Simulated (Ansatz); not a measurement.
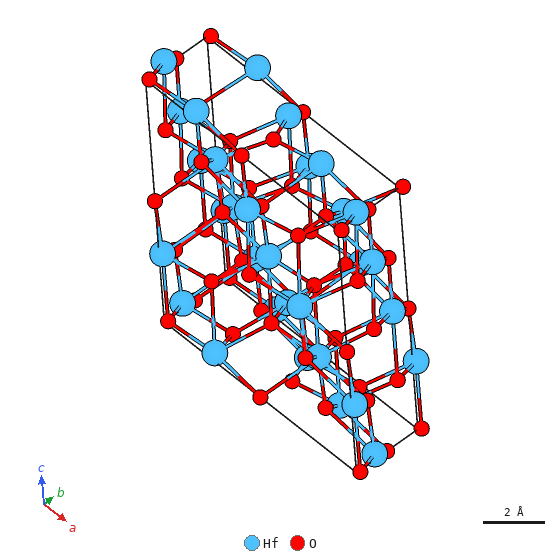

This ball-and-stick model is shown slightly off an axis. The box is the supercell; atoms on or close to its faces, edges and corners are drawn wherever they repeat. The host is HfO2, in a cell of 48 sites, and the cell is neutral.

Describe the defect.

Answer. An oxygen vacancy. Around the empty site lie two Hf at about 1.9 Å.

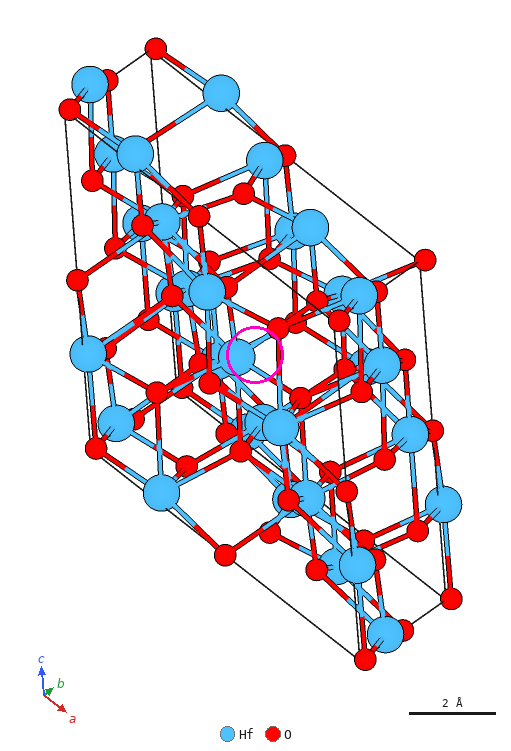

The same cell with a ring at the defect's site.

The atoms were relaxed in the host's cell with DFT PBE, scalar-relativistic, plane waves, PAW in Ansatz.
